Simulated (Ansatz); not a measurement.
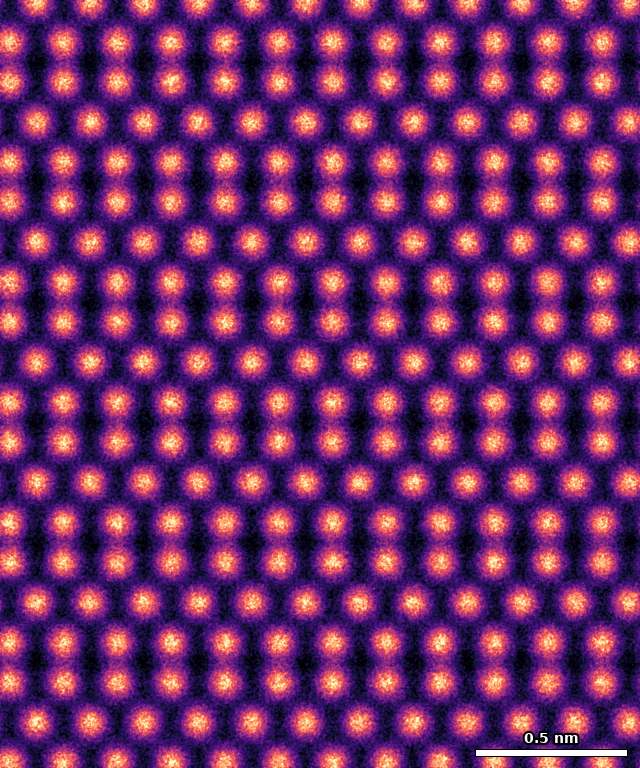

HAADF-like image of Ti (P6/mmm, No. 191) along [102]. Simulation: incoherent imaging, intensity Z^1.7 per atom, probe width 0.90 Å, thin sample. The probe carries 15 % of its weight in a tail 2.5 times as wide. Shot noise was added. Atomic positions: the end point of a relaxation with DFT, RPBE, plane waves (420 eV) with PAW, scalar-relativistic in Ansatz; the starting structure was generated, so it need not be a known form of this composition.

**Describe what the image shows.**

The columns repeat on a rectangular net of 1.80 × 4.01 Å (plane group p2mm). All columns are alike (Ti). The shortest distance between visible columns is 1.34 Å in projection. Along the beam the structure repeats every 7.35 Å.
